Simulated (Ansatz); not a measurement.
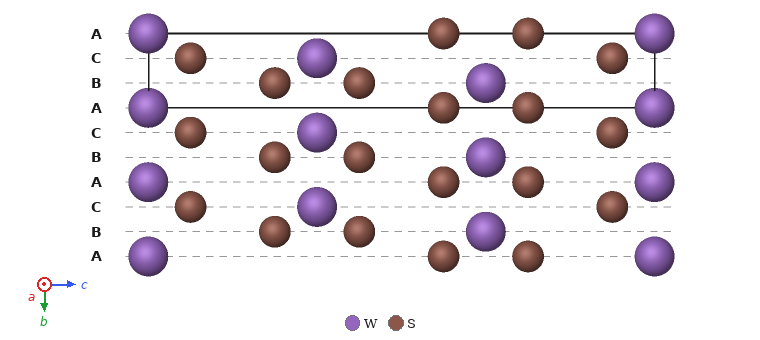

The picture looks along a close-packed row of the hexagonal mesh; c points to the right. The dashed lines mark the three columns A (0, 0), B (1/3, 2/3) and C (2/3, 1/3). The sequence starts with the first layer at or above the cell's origin.

WS2: a calculation's input that goes back to an entry of the Crystallography Open Database (an earlier step may have relaxed or displaced it).

### Read off the stacking sequence over one period.

W(A) – S(C) – S(B) – W(C) – S(B) – S(A) – W(B) – S(A) – S(C) (nine layers in 18.71 Å).

### How are the S layers alone stacked?

S layers alone: CBBAAC, a sequence in which some neighbouring layers lie directly above each other.

### Which positions between or in the S layers do the other atoms fill?

W: three trigonal-prismatic sites in each hexagonal cell. Three of the six gaps between S layers are empty, 3.11 Å wide.

### What short polytype symbol fits?

Polytype symbol 3R, the symbol of a layered MX2 polytype (number of slabs in the repeat and lattice).

Heights of the layers:

```
layer  atoms (column)  height (Å)  to next (Å)
    1            W(A)        0.00         1.55
    2            S(C)        1.55         3.11
    3            S(B)        4.66         1.56
    4            W(C)        6.23         1.56
    5            S(B)        7.79         3.11
    6            S(A)       10.90         1.56
    7            W(B)       12.46         1.56
    8            S(A)       14.02         3.11
    9            S(C)       17.14         1.57
```
